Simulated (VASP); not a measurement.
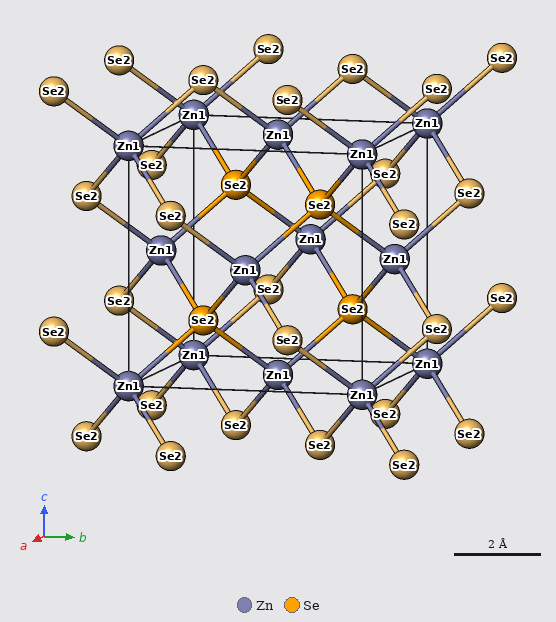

**Figure 1.** The structure as given in the input (ball-and-stick view of the cell 4 times as large as that of the calculation, set on its symmetry axes, seen slightly off an axis; neighbours outside the cell are drawn fainter; atoms are numbered from 1 in the order of the input). Near neighbours in the crystal (not all of them lie inside the picture): Zn has 4 Se at 2.45 Å; Se has 4 Zn at 2.45 Å.

# Two runs on ZnSe

System: ZnSe (2 atoms in the cell).
Method of run A: DFT, PBE0, plane waves, PAW (VASP 6.6.1).

The structure was built on a prototype by a generator. The geometry comes from this level: r2SCAN. 

### INCAR, run A
```
AEXX = 0.250000
ENCUT = 520.000000
SIGMA = 0.010000
EDIFF = 1.00e-07
ALGO = Normal
GGA = PE
PREC = Accurate
PRECFOCK = Fast
IBRION = -1
ISIF = 2
ISMEAR = 0
ISTART = 1
NBANDS = 16
NELM = 120
NSW = 0
LASPH = .TRUE.
LCHARG = .FALSE.
LHFCALC = .TRUE.
LWAVE = .FALSE.
LREAL = .FALSE.
HFRCUT = -1
```

### KPOINTS, run A
```
KPOINTS created by Atomic Simulation Environment
0
Gamma
6 6 6
0 0 0
```

### KPOINTS_OPT, run A
```
special points
6
Reciprocal
0.0000000000 0.0000000000 0.0000000000 1
0.5000000000 0.0000000000 0.5000000000 1
0.5000000000 0.2500000000 0.7500000000 1
0.3750000000 0.3750000000 0.7500000000 1
0.5000000000 0.5000000000 0.5000000000 1
0.6250000000 0.2500000000 0.6250000000 1
```

### POSCAR, run A
```
Zn Se
 1.0000000000000000
     0.0000000000000000    2.8324206797113822    2.8324206797113822
     2.8324206797113822    0.0000000000000000    2.8324206797113822
     2.8324206797113822    2.8324206797113822    0.0000000000000000
 Zn  Se
   1   1
Cartesian
  0.0000000000000000 -0.0000000000000000  0.0000000000000000
  1.4162103398556911  1.4162103398556911  1.4162103398556911
```

Command:
```bash
mpirun -np 1 vasp_std
```

Hardware: 1 CPU thread, shared host.

### OSZICAR and lines of OUTCAR (run A)
```
N       E                     dE             d eps       ncg     rms          rms(c)
DAV:   1    -0.797436996913E+01   -0.79744E+01   -0.57148E-01   680   0.218E+01    0.198E+00
DAV:   2    -0.796232356397E+01    0.12046E-01   -0.15661E-01   640   0.722E+00    0.108E+00
DAV:   3    -0.796253354266E+01   -0.20998E-03   -0.17446E-02   696   0.204E+00    0.669E-01
DAV:   4    -0.796223611982E+01    0.29742E-03   -0.14543E-03   608   0.419E-01    0.391E-01
DAV:   5    -0.796210497888E+01    0.13114E-03   -0.20157E-04   688   0.158E-01    0.224E-01
DAV:   6    -0.796207764047E+01    0.27338E-04   -0.50296E-05   632   0.576E-02    0.125E-01
DAV:   7    -0.796206568638E+01    0.11954E-04   -0.58530E-06   632   0.265E-02    0.696E-02
DAV:   8    -0.796206082171E+01    0.48647E-05   -0.17628E-06   592   0.109E-02    0.373E-02
DAV:   9    -0.796205906372E+01    0.17580E-05   -0.67978E-07   616   0.553E-03    0.196E-02
DAV:  10    -0.796205840797E+01    0.65575E-06   -0.21957E-07   608   0.344E-03    0.103E-02
DAV:  11    -0.796205813874E+01    0.26923E-06   -0.68824E-08   432   0.211E-03    0.549E-03
DAV:  12    -0.796205801833E+01    0.12041E-06   -0.30395E-08   328   0.144E-03    0.290E-03
DAV:  13    -0.796205795626E+01    0.62069E-07   -0.10747E-08   304   0.881E-04
   1 F= -.79620580E+01 E0= -.79620580E+01  d E =-.171834E-14
       N       E                     dE             ncg
DAV:   1     0.504069764434E+03   -0.32556E+04      192
DAV:   2    -0.117777268833E+03   -0.62185E+03      216
DAV:   3    -0.156886436093E+03   -0.39109E+02      232
DAV:   4    -0.157424223113E+03   -0.53779E+00      256
DAV:   5    -0.157427922146E+03   -0.36990E-02      256
DAV:   6    -0.157427948882E+03   -0.26735E-04      248
DAV:   7    -0.157427949195E+03   -0.31358E-06      248
DAV:   8    -0.157427949200E+03   -0.51022E-08      184
[... from OUTCAR:]
   NELECT =      18.0000    total number of electrons
 E-fermi :   0.6742
  free  energy   TOTEN  =        -7.9620579563 eV
  energy  without entropy=       -7.9620579563  energy(sigma->0) =       -7.96205796
```

The input of run B differs as follows (lines with − go, lines with + come):
```diff
+HFSCREEN = 0.207900
-HFRCUT = -1
```

What does this change do to the results?

The total energies belong to different methods, so their difference says nothing on which is more stable or more accurate. The gap on the mesh goes from 3.04 to 2.41 eV. The pressure goes from 1.08 to 1.26 GPa. HFSCREEN sets the range of the screened exchange: 0.2 gives HSE06, and 0 the unscreened PBE0. The SCF takes 11 iterations against 13.

### OSZICAR and lines of OUTCAR (run B)
```
N       E                     dE             d eps       ncg     rms          rms(c)
DAV:   1    -0.744578146475E+01   -0.74458E+01   -0.62357E-01   664   0.225E+01    0.211E+00
DAV:   2    -0.742531553832E+01    0.20466E-01   -0.17241E-01   632   0.783E+00    0.110E+00
DAV:   3    -0.742554134724E+01   -0.22581E-03   -0.16965E-02   696   0.192E+00    0.693E-01
DAV:   4    -0.742521080340E+01    0.33054E-03   -0.13279E-03   616   0.419E-01    0.407E-01
DAV:   5    -0.742510304329E+01    0.10776E-03   -0.18035E-04   656   0.128E-01    0.232E-01
DAV:   6    -0.742507472877E+01    0.28315E-04   -0.37323E-05   632   0.565E-02    0.130E-01
DAV:   7    -0.742506170978E+01    0.13019E-04   -0.40577E-06   592   0.193E-02    0.715E-02
DAV:   8    -0.742505750833E+01    0.42015E-05   -0.16085E-06   576   0.956E-03    0.384E-02
DAV:   9    -0.742505575241E+01    0.17559E-05   -0.58673E-07   592   0.570E-03    0.204E-02
DAV:  10    -0.742505485426E+01    0.89815E-06   -0.20228E-07   616   0.353E-03    0.108E-02
DAV:  11    -0.742505477314E+01    0.81114E-07   -0.70280E-08   464   0.219E-03
   1 F= -.74250548E+01 E0= -.74250548E+01  d E =-.437736E-41
       N       E                     dE             ncg
DAV:   1     0.531803408395E+03   -0.32279E+04      192
DAV:   2    -0.738368333670E+02   -0.60564E+03      216
DAV:   3    -0.112149265028E+03   -0.38312E+02      232
DAV:   4    -0.112681458740E+03   -0.53219E+00      256
DAV:   5    -0.112685051937E+03   -0.35932E-02      256
DAV:   6    -0.112685076658E+03   -0.24721E-04      248
DAV:   7    -0.112685076928E+03   -0.27039E-06      248
DAV:   8    -0.112685076932E+03   -0.39155E-08      184
[... from OUTCAR:]
   NELECT =      18.0000    total number of electrons
 E-fermi :   1.0662
  free  energy   TOTEN  =        -7.4250547731 eV
  energy  without entropy=       -7.4250547731  energy(sigma->0) =       -7.42505477
```

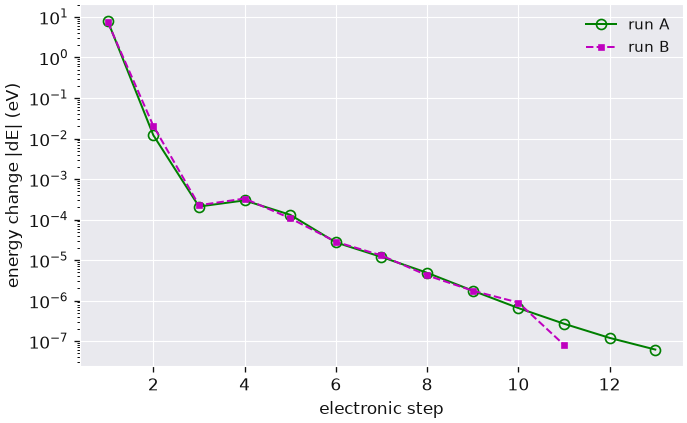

**Figure 2.** Convergence of the two runs: energy change |dE| against the electronic step. Run A takes 13 steps in all, and run B takes 11.

### The two runs side by side

| quantity | run A | run B |
| --- | --- | --- |
| outcome | converged | converged |
| free energy per atom (eV) | −3.9810 | −3.7125 |
| gap on the mesh (eV) | 3.04 | 2.41 |
| pressure (GPa) | 1.08 | 1.26 |
| largest force (eV/Å) | 0.000 | 0.000 |
| SCF iterations | 13 | 11 |
| irreducible k-points | 16 | 16 |
